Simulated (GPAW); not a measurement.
# zigzag V chain, bond 2.466 A: a ladder in the plane-wave cutoff

Wanted: the cheapest choice of the plane-wave cutoff that holds the magnetic results of zigzag V chain, bond 2.466 A.

Method: PBE; plane waves with GPAW's PAW setups, scalar-relativistic, in GPAW 26.7.0.

## (1) The starting structure

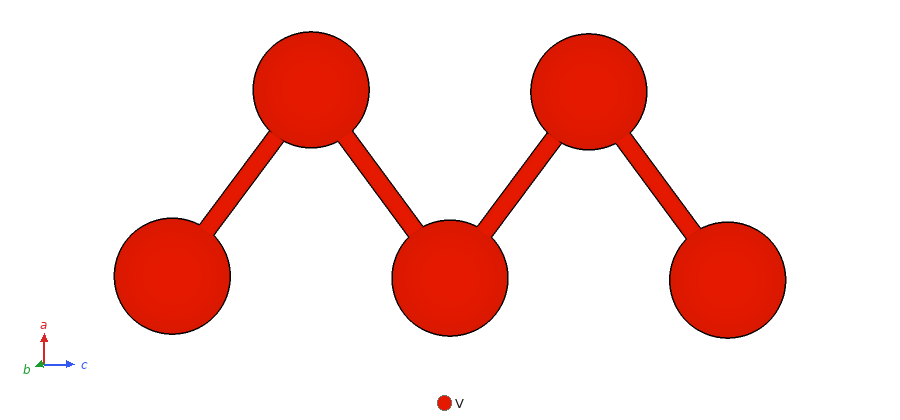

The cell as given, from the side, with the c axis across the page (vanadium red). 1×1×2 cells are drawn. Some periodic images of atoms are drawn too.

The cell holds 2 atoms: 2 V. Cell: a = 12.000 Å, b = 12.000 Å, c = 2.959 Å, α = 90.0°, β = 90.0°, γ = 90.0°. model lattice. Vacuum lies along a and b. The structure's axis is c.

## (2) Rung 1 (250 eV), start ferro ++

The ladder starts at a low cutoff and climbs, to see from where on the results stand still.

File order1.py:

```python
import json
import numpy as np
from ase import Atoms
from ase.parallel import paropen, parprint
from gpaw import GPAW

atoms = Atoms(['V', 'V'],
    cell=[[12.0, 0.0, 0.0],
         [0.0, 12.0, 0.0],
         [0.0, 0.0, 2.9592]],
    scaled_positions=[[0.4178, 0.5, 0.0],
         [0.5822, 0.5, 0.5]],
    pbc=True,
    magmoms=[1.5, 1.5])
atoms.calc = GPAW(mode={'name': 'pw', 'ecut': 250},
    xc='PBE',
    kpts={'size': (1, 1, 10), 'gamma': True},
    occupations={'name': 'fermi-dirac', 'width': 0.05},
    convergence={'density': 1e-05, 'energy': 1e-05},
    maxiter=200,
    symmetry={'tolerance': 1e-4},
    txt='order1.txt')
e = atoms.get_potential_energy(force_consistent=True)
res = {'free_energy': e, 'energy_sigma0': atoms.get_potential_energy(), 'fermi_energy': atoms.calc.get_fermi_level()}
res['moments'] = atoms.get_magnetic_moments().tolist()
res['total'] = atoms.get_magnetic_moment()
parprint('site moments (muB):', np.round(res['moments'], 3))
parprint(f"total moment: {res['total']:.3f} muB")
parprint(f'free energy: {e:.6f} eV')
atoms.calc.write('order1.gpw')
with paropen('results.json', 'w') as f:
    json.dump(res, f)
```

Run with:

```bash
OMP_NUM_THREADS=1 python3 order1.py > order1.log
```

Log:

```text
site moments (muB): [0.105 0.105]
total moment: 0.239 muB
free energy: -10.262133 eV

--- order1.txt ---
Input parameters:
  mode=PW(ecut=250),
  convergence={'density': 1e-05, 'energy': 1e-05},
  kpts=MonkhorstPack(size=(1, 1, 10), gamma=True),
  maxiter=200,
  occupations=Occupations(name='fermi-dirac', width=0.05),
  symmetry=Symmetry(tolerance=0.0001),
  xc=XC(name='PBE')

Diagonalizing LCAO Hamiltonian
Converting LCAO to pw mode
        .----------------------------.
       /|                            |
      / |                            |
     /  |                            |
    /   .----------------------------.
   /   /             V              /
  /   /                            /
 *   /                            /
 |  /            V               /
 | /                            /
 |/                            /
 *----------------------------*

Atoms  # Å, Bohr magnetons
|   | symbol |        x |        y |        z |    initial magnetic moments |
|---|--------|----------|----------|----------|-----------------------------|
| 0 |      V | 5.013600 | 6.000000 | 0.000000 | ( 0.0000,  0.0000,  1.5000) |
| 1 |      V | 6.986400 | 6.000000 | 1.479600 | ( 0.0000,  0.0000,  1.5000) |

Unit cell  # Å
| periodic |         x |         y |        z |   lengths |    angles |
|----------|-----------|-----------|----------|-----------|-----------|
|      yes | 12.000000 |  0.000000 | 0.000000 | 12.000000 | 90.000000 |
|      yes |  0.000000 | 12.000000 | 0.000000 | 12.000000 | 90.000000 |
|      yes |  0.000000 |  0.000000 | 2.959200 |  2.959200 | 90.000000 |

Number of symmetries: 4

BZ-sampling:
  Number of BZ points: 10
  Number of IBZ points: 6

  Monkhorst-Pack size: [1, 1, 10]
  Monkhorst-Pack shift: [0.0, 0.0, 0.05]

Plane wave coefficients: 3880
Cutoff: 250.0 eV

Spin-components: 2 (collinear spins)
Bands:           22
Projectors:      12
Spin-degeneracy: 1
Datatype:        complex128

Parallelization:
  kpt:    1
  domain: 1
  band:   1

Density:
  Valence electrons: 26.0
  Components: 2
  Grid points: [45 45 12]
  Charge: 0.0  # |e|

Potential:
  Grid points: [45 45 12]

[... setups left out ...]
Reference energy: -51640.991124  # eV

eigensolver:
  PPCG
  Converge bands: occupied
  niter=2

density mixing:
  MSR1-Mixer
  Pratt-step length: 0.05
  Maximum mixing coefficient: 0.75
  Old densities: 10
  SVD Regularization: 0.005
  Good broyden scale: 1.0
  Trust region scale: 1.0
  Backstep threshold: 4.0
  History deletion threshold: 6.0
  Fourier metric: weight=20.0, sigma=0.015

occupation numbers:
  Fermi-Dirac:
    width: 0.0500  # eV

poisson solver:
  ecut: 2000.0  # eV

xc functional:
  name: PBE with 2 nearest neighbor stencil

convergence criteria:
- Maximum integral of absolute [dens]ity change: 1e-05 electrons / valence electron
- Maximum [total energy] change in last 3 cyles: 1e-05 eV / valence electron
- Maximum integral of absolute [eigenst]ate change: 4e-08 eV^2 / valence electron
maximum number of iterations: 200

SCF iterations
|iter     |      energy | eigst |  dens |  magmom |
|---------|-------------|-------|-------|---------|
|iter:   1|       0s |  -12.348070 | +0.27 |       |  +3.0106|
|iter:   2|       0s |  -11.716965 | -1.28 | -0.75 |  +2.9445|
|iter:   3|       1s |  -10.374087 | -0.19 | -0.78 |  +1.7978|
|iter:   4|       1s |  -10.192175 | -0.90 | -1.17 |  +1.6895|
|iter:   5|       2s |  -10.214389 | -1.75 | -1.40 |  +1.4216|
|iter:   6|       2s |  -10.212912 | -2.04 | -1.45 |  +1.1226|
|iter:   7|       3s |  -10.231354 | -2.72 | -1.74 |  +0.6845|
|iter:   8|       4s |  -10.243789 | -2.61 | -1.99 |  +0.3528|
|iter:   9|       4s |  -10.268802 | -2.87 | -2.19 |  +0.3724|
|iter:  10|       5s |  -10.243996 | -3.13 | -1.57 |  +0.3663|
[... 12 iterations left out ...]
|iter:  23|      12s |  -10.243854c| -7.36 | -3.81 |  +0.2385|
|iter:  24|      13s |  -10.243850c| -7.06 | -3.94 |  +0.2379|
|iter:  25|      13s |  -10.243849c| -7.53c| -3.74 |  +0.2377|
|iter:  26|      14s |  -10.243854c| -7.01 | -3.69 |  +0.2385|
|iter:  27|      15s |  -10.243859c| -7.38 | -3.68 |  +0.2389|
|iter:  28|      15s |  -10.243865c| -7.17 | -3.91 |  +0.2395|
|iter:  29|      16s |  -10.243861c| -7.33 | -4.10 |  +0.2393|
|iter:  30|      16s |  -10.243859c| -7.57c| -4.34 |  +0.2390|
|iter:  31|      16s |  -10.243858c| -7.53c| -4.59 |  +0.2390|
|iter:  32|      17s |  -10.243858c| -7.68c| -5.17c|  +0.2389|

Converged in 32 steps
Energy contributions relative to reference atoms: (reference = -51640.991124)

Energy contributions:
  Kinetic:         -14.401547
  Coulomb:          12.997022
  Zero:              0.278126
  External:          0.000000
  Xc:               -9.099184
  Entropy:          -0.036549
  Spinorbit:         0.000000
  ----------------------------
  Free energy:     -10.262133
  Extrapolated:    -10.243858

dipole moment: (0.000002, 0.000000, -7.040504)  # |e|*Ang

Total magnetic moment: (0.000000, 0.000000, 0.238907)

Local magnetic moments
|        x |        y |        z |
|----------|----------|----------|
| 0.000000 | 0.000000 | 0.104513 |  # V    0
| 0.000000 | 0.000000 | 0.104534 |  # V    1

Fermi level: -2.679
Eigenvalues  # (at kpt = [0.000, 0.000, 0.000])
| band index |      eig [eV] | occ [0-1] |      eig [eV] | occ [0-1] |
|------------|---------------|-----------|---------------|-----------|
|          0 |       -66.968 |     1.000 |       -66.859 |     1.000 |
|        ... |               |           |               |           |
|          6 |       -40.470 |     1.000 |       -40.366 |     1.000 |
|          7 |       -40.465 |     1.000 |       -40.353 |     1.000 |
|          8 |        -5.941 |     1.000 |        -5.906 |     1.000 |
|          9 |        -4.766 |     1.000 |        -4.739 |     1.000 |
|         10 |        -3.427 |     1.000 |        -3.384 |     1.000 |
|         11 |        -3.192 |     1.000 |        -3.081 |     1.000 |
|         12 |        -2.823 |     0.947 |        -2.732 |     0.743 |
|         13 |        -2.734 |     0.751 |        -2.658 |     0.398 |
|         14 |        -2.035 |     0.000 |        -1.984 |     0.000 |
|         15 |        -1.890 |     0.000 |        -1.873 |     0.000 |
|         16 |        -1.852 |     0.000 |        -1.725 |     0.000 |
|         17 |        -1.822 |     0.000 |        -1.712 |     0.000 |
|         18 |        -1.646 |     0.000 |        -1.606 |     0.000 |
|         19 |        -1.108 |     0.000 |        -0.995 |     0.000 |
|         20 |        -0.455 |     0.000 |        -0.445 |     0.000 |
|         21 |        -0.195 |     0.000 |        -0.030 |     0.000 |

No gap
No difference between direct/indirect transitions
```

Run time: 19 s. Hardware: 1 MPI rank of AMD EPYC 9R45, shared host; peak memory 0.21 GiB.

Spin moment in the augmentation sphere by atom:

| atom | spin moment in the augmentation sphere (μB) |
| --- | --- |
| V1 | 0.105 |
| V2 | 0.105 |

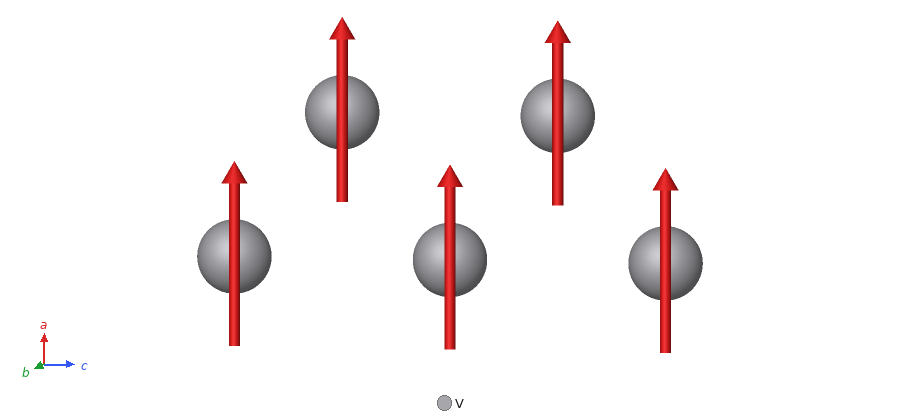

Spin moment in the augmentation sphere as arrows, the longest 0.105 μB. Up and down stand for the sign. Arrows give size and sign along the axis of quantisation, drawn up and down the page. 1×1×2 cells are drawn. Some periodic images of atoms are drawn too.

This step gave:

```
magnetization : 0.2389 μB
final state   : weakly magnetic
```

After 32 cycles the largest moment is only 0.105 μB.

## (3) Rung 1 (250 eV), start antiferro +-

The second start gives the energy difference between the two end states, the quantity that is followed up the ladder.

order2.py is the script of step 2 with these lines changed:

```diff
@@ -13,3 +13,3 @@
     pbc=True,
-    magmoms=[1.5, 1.5])
+    magmoms=[1.5, -1.5])
 atoms.calc = GPAW(mode={'name': 'pw', 'ecut': 250},
@@ -21,3 +21,3 @@
     symmetry={'tolerance': 1e-4},
-    txt='order1.txt')
+    txt='order2.txt')
 e = atoms.get_potential_energy(force_consistent=True)
@@ -29,3 +29,3 @@
 parprint(f'free energy: {e:.6f} eV')
-atoms.calc.write('order1.gpw')
+atoms.calc.write('order2.gpw')
 with paropen('results.json', 'w') as f:
```

Run with:

```bash
OMP_NUM_THREADS=1 python3 order2.py > order2.log
```

Log:

```text
site moments (muB): [ 2.01 -2.01]
total moment: -0.000 muB
free energy: -10.709991 eV

--- order2.txt ---
Input parameters:
  mode=PW(ecut=250),
  convergence={'density': 1e-05, 'energy': 1e-05},
  kpts=MonkhorstPack(size=(1, 1, 10), gamma=True),
  maxiter=200,
  occupations=Occupations(name='fermi-dirac', width=0.05),
  symmetry=Symmetry(tolerance=0.0001),
  xc=XC(name='PBE')

Diagonalizing LCAO Hamiltonian
Converting LCAO to pw mode
        .----------------------------.
       /|                            |
      / |                            |
     /  |                            |
    /   .----------------------------.
   /   /             V              /
  /   /                            /
 *   /                            /
 |  /            V               /
 | /                            /
 |/                            /
 *----------------------------*

Atoms  # Å, Bohr magnetons
|   | symbol |        x |        y |        z |    initial magnetic moments |
|---|--------|----------|----------|----------|-----------------------------|
| 0 |      V | 5.013600 | 6.000000 | 0.000000 | ( 0.0000,  0.0000,  1.5000) |
| 1 |      V | 6.986400 | 6.000000 | 1.479600 | ( 0.0000,  0.0000, -1.5000) |

Number of symmetries: 4

BZ-sampling:
  Number of BZ points: 10
  Number of IBZ points: 6

  Monkhorst-Pack size: [1, 1, 10]
  Monkhorst-Pack shift: [0.0, 0.0, 0.05]

Plane wave coefficients: 3880
Cutoff: 250.0 eV

Spin-components: 2 (collinear spins)
Bands:           20
Projectors:      12
Spin-degeneracy: 1
Datatype:        complex128

Parallelization:
  kpt:    1
  domain: 1
  band:   1

Density:
[...]
|iter:  15|       7s |  -10.692371c| -6.77 | -4.29 |  -0.0004|
|iter:  16|       8s |  -10.692372c| -7.35 | -4.83 |  -0.0003|
|iter:  17|       8s |  -10.692371c| -7.46c| -4.94 |  -0.0001|
|iter:  18|       8s |  -10.692372c| -7.64c| -5.11c|  -0.0001|

Converged in 18 steps
Energy contributions relative to reference atoms: (reference = -51640.991124)

Energy contributions:
  Kinetic:          -3.708564
  Coulomb:           5.966662
  Zero:              0.258131
  External:          0.000000
  Xc:              -13.190981
  Entropy:          -0.035238
  Spinorbit:         0.000000
  ----------------------------
  Free energy:     -10.709991
  Extrapolated:    -10.692372

dipole moment: (0.000021, 0.000000, -6.989213)  # |e|*Ang

Total magnetic moment: (0.000000, 0.000000, -0.000089)

Local magnetic moments
|        x |        y |         z |
|----------|----------|-----------|
| 0.000000 | 0.000000 |  2.009913 |  # V    0
| 0.000000 | 0.000000 | -2.010018 |  # V    1

Fermi level: -2.644
Eigenvalues  # (at kpt = [0.000, 0.000, 0.000])
| band index |      eig [eV] | occ [0-1] |      eig [eV] | occ [0-1] |
|------------|---------------|-----------|---------------|-----------|
|          0 |       -67.192 |     1.000 |       -67.192 |     1.000 |
|        ... |               |           |               |           |
|          4 |       -40.960 |     1.000 |       -40.960 |     1.000 |
|          5 |       -39.061 |     1.000 |       -39.061 |     1.000 |
|          6 |       -38.969 |     1.000 |       -38.969 |     1.000 |
|          7 |       -38.914 |     1.000 |       -38.914 |     1.000 |
[...]
|         16 |        -1.274 |     0.000 |        -1.274 |     0.000 |
|         17 |        -0.765 |     0.000 |        -0.765 |     0.000 |
|         18 |        -0.187 |     0.000 |        -0.187 |     0.000 |
|         19 |         0.169 |     0.000 |         0.168 |     0.000 |

No gap
No difference between direct/indirect transitions
```

Wall time 11 s (1 MPI rank); peak memory 0.2 GiB.

Spin moment in the augmentation sphere by atom:

| atom | spin moment in the augmentation sphere (μB) |
| --- | --- |
| V1 | 2.01 |
| V2 | -2.01 |

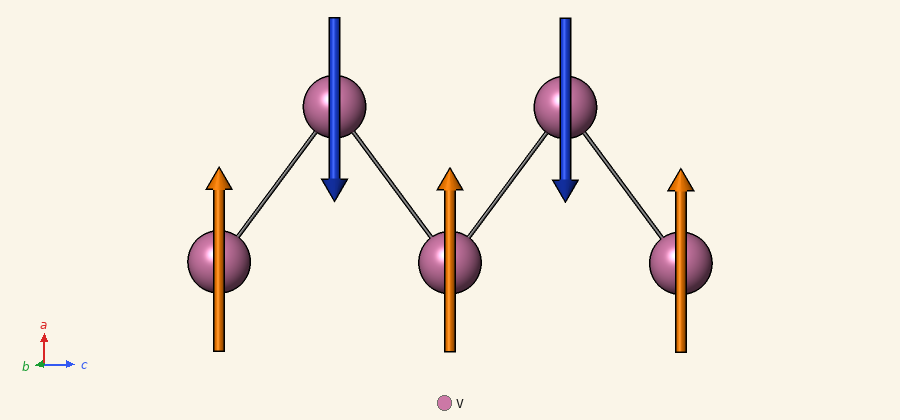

Spin moment in the augmentation sphere as arrows, the longest 2.01 μB. Up and down stand for the sign. Arrows give size and sign along the axis of quantisation, drawn up and down the page. The two directions have two colours. 1×1×2 cells are drawn. Some periodic images of atoms are drawn too.

This step gave:

```yaml
magnetization: 0 μB
final_state: antiferromagnetic
```

This start lies -223.9 meV a seeded atom from the first; its largest moment is 2.01 μB.

## (4) Rung 2 (325 eV), start ferro ++

order1.py is the script of step 2 with these lines changed:

```diff
@@ -14,3 +14,3 @@
     magmoms=[1.5, 1.5])
-atoms.calc = GPAW(mode={'name': 'pw', 'ecut': 250},
+atoms.calc = GPAW(mode={'name': 'pw', 'ecut': 325},
     xc='PBE',
```

Run with:

```bash
OMP_NUM_THREADS=1 python3 order1.py > order1.log
```

Log:

```text
site moments (muB): [0.106 0.106]
total moment: 0.240 muB
free energy: -10.558193 eV

--- order1.txt ---
Input parameters:
  mode=PW(ecut=325),
  convergence={'density': 1e-05, 'energy': 1e-05},
  kpts=MonkhorstPack(size=(1, 1, 10), gamma=True),
  maxiter=200,
  occupations=Occupations(name='fermi-dirac', width=0.05),
  symmetry=Symmetry(tolerance=0.0001),
  xc=XC(name='PBE')

Diagonalizing LCAO Hamiltonian
[...]
|          8 |        -5.929 |     1.000 |        -5.894 |     1.000 |
|          9 |        -4.756 |     1.000 |        -4.729 |     1.000 |
[...]
|         18 |        -1.645 |     0.000 |        -1.606 |     0.000 |
|         19 |        -1.117 |     0.000 |        -1.002 |     0.000 |
|         20 |        -0.460 |     0.000 |        -0.450 |     0.000 |
|         21 |        -0.211 |     0.000 |        -0.044 |     0.000 |

No gap
No difference between direct/indirect transitions


[key lines of the parts left out:]
Free energy:     -10.558193
Converged in 28 steps
dipole moment: (0.000005, 0.000000, -7.048672)  # |e|*Ang
Fermi level: -2.675
```

Run time: 22 s. Hardware: 1 MPI rank; peak memory 0.25 GiB.

Read from the output:

```yaml
magnetization: 0.2397 μB
final_state: weakly magnetic
largest_moment: 0.1059 μB
```

After 28 cycles the largest moment is only 0.106 μB.

## (5) Rung 2 (325 eV), start antiferro +-

order2.py is the script of step 3 with these lines changed:

```diff
@@ -14,3 +14,3 @@
     magmoms=[1.5, -1.5])
-atoms.calc = GPAW(mode={'name': 'pw', 'ecut': 250},
+atoms.calc = GPAW(mode={'name': 'pw', 'ecut': 325},
     xc='PBE',
```

Run with:

```bash
OMP_NUM_THREADS=1 python3 order2.py > order2.log
```

Log:

```text
site moments (muB): [ 2.037 -2.037]
total moment: -0.000 muB
free energy: -11.023972 eV

--- order2.txt ---
Input parameters:
  mode=PW(ecut=325),
  convergence={'density': 1e-05, 'energy': 1e-05},
  kpts=MonkhorstPack(size=(1, 1, 10), gamma=True),
  maxiter=200,
  occupations=Occupations(name='fermi-dirac', width=0.05),
  symmetry=Symmetry(tolerance=0.0001),
  xc=XC(name='PBE')

Diagonalizing LCAO Hamiltonian
[...]
|          6 |       -38.959 |     1.000 |       -38.959 |     1.000 |
|          7 |       -38.902 |     1.000 |       -38.902 |     1.000 |
[...]
|         16 |        -1.261 |     0.000 |        -1.261 |     0.000 |
|         17 |        -0.756 |     0.000 |        -0.756 |     0.000 |
|         18 |        -0.749 |     0.000 |        -0.749 |     0.000 |
|         19 |        -0.185 |     0.000 |        -0.185 |     0.000 |

No gap
No difference between direct/indirect transitions


[key lines of the parts left out:]
Free energy:     -11.023972
Converged in 18 steps
dipole moment: (0.000014, 0.000000, -6.996550)  # |e|*Ang
Fermi level: -2.639
```

It took 13 s on 1 MPI rank; peak memory 0.24 GiB.

Read from the output:

| Property | Result |
| --- | --- |
| magnetization | 0 μB |
| final state | antiferromagnetic |
| largest moment | 2.037 μB |

This start lies -232.9 meV a seeded atom from the first, a change of -9.0 meV since rung 1; its largest moment is 2.04 μB.

## (6) Rung 3 (400 eV), start ferro ++

order1.py is the script of step 4 with these lines changed:

```diff
@@ -14,3 +14,3 @@
     magmoms=[1.5, 1.5])
-atoms.calc = GPAW(mode={'name': 'pw', 'ecut': 325},
+atoms.calc = GPAW(mode={'name': 'pw', 'ecut': 400},
     xc='PBE',
```

Run with:

```bash
OMP_NUM_THREADS=1 python3 order1.py > order1.log
```

Log:

```text
site moments (muB): [0.107 0.107]
total moment: 0.240 muB
free energy: -10.665417 eV

--- order1.txt ---
Input parameters:
  mode=PW(ecut=400),
  convergence={'density': 1e-05, 'energy': 1e-05},
  kpts=MonkhorstPack(size=(1, 1, 10), gamma=True),
  maxiter=200,
  occupations=Occupations(name='fermi-dirac', width=0.05),
  symmetry=Symmetry(tolerance=0.0001),
  xc=XC(name='PBE')

Diagonalizing LCAO Hamiltonian
[...]
|          8 |        -5.923 |     1.000 |        -5.888 |     1.000 |
|          9 |        -4.750 |     1.000 |        -4.723 |     1.000 |
[...]
|         18 |        -1.643 |     0.000 |        -1.605 |     0.000 |
|         19 |        -1.122 |     0.000 |        -1.007 |     0.000 |
|         20 |        -0.460 |     0.000 |        -0.452 |     0.000 |
|         21 |        -0.224 |     0.000 |        -0.054 |     0.000 |

No gap
No difference between direct/indirect transitions


[key lines of the parts left out:]
Free energy:     -10.665417
Converged in 29 steps
dipole moment: (-0.000001, 0.000000, -7.049666)  # |e|*Ang
Fermi level: -2.673
```

Run time: 27 s. Hardware: 1 MPI rank; peak memory 0.29 GiB.

This step gave:

```yaml
magnetization: 0.2396 μB
final_state: weakly magnetic
largest_moment: 0.1067 μB
```

After 29 cycles the largest moment is only 0.107 μB.

## (7) Rung 3 (400 eV), start antiferro +-

order2.py is the script of step 5 with these lines changed:

```diff
@@ -14,3 +14,3 @@
     magmoms=[1.5, -1.5])
-atoms.calc = GPAW(mode={'name': 'pw', 'ecut': 325},
+atoms.calc = GPAW(mode={'name': 'pw', 'ecut': 400},
     xc='PBE',
```

Run with:

```bash
OMP_NUM_THREADS=1 python3 order2.py > order2.log
```

Log:

```text
site moments (muB): [ 2.052 -2.052]
total moment: -0.000 muB
free energy: -11.140836 eV

--- order2.txt ---
Input parameters:
  mode=PW(ecut=400),
  convergence={'density': 1e-05, 'energy': 1e-05},
  kpts=MonkhorstPack(size=(1, 1, 10), gamma=True),
  maxiter=200,
  occupations=Occupations(name='fermi-dirac', width=0.05),
  symmetry=Symmetry(tolerance=0.0001),
  xc=XC(name='PBE')

Diagonalizing LCAO Hamiltonian
[...]
|          6 |       -38.935 |     1.000 |       -38.935 |     1.000 |
|          7 |       -38.878 |     1.000 |       -38.878 |     1.000 |
[...]
|         16 |        -1.253 |     0.000 |        -1.253 |     0.000 |
|         17 |        -0.747 |     0.000 |        -0.747 |     0.000 |
|         18 |        -0.740 |     0.000 |        -0.740 |     0.000 |
|         19 |        -0.183 |     0.000 |        -0.183 |     0.000 |

No gap
No difference between direct/indirect transitions


[key lines of the parts left out:]
Free energy:     -11.140836
Converged in 18 steps
dipole moment: (0.000010, 0.000000, -6.996979)  # |e|*Ang
Fermi level: -2.636
```

The job ended after 16 s (1 MPI rank; peak memory 0.28 GiB).

Numbers from this step:

```
magnetization  : 0 μB
final state    : antiferromagnetic
largest moment : 2.052 μB
```

This start lies -237.7 meV a seeded atom from the first, a change of -4.8 meV since rung 2; its largest moment is 2.05 μB.

[end of part 1 of 2]

[Logs and program files are shortened in this print: banners, set-up blocks, solver, clock and traceback lines can be left out without a mark of their own.]

[Logs are printed without paths, hosts, clocks, repeated set-up lines and the standing remarks that a program may print on its own settings, such as how far it seeks lower states.]

[Hosts, paths, dates, database ids (printed as entryN), source tags and the programs' standing remarks are cut or masked in the printed files.]

[Where a cell is said to come from a database of computed structures, the database is the Materials Project.]
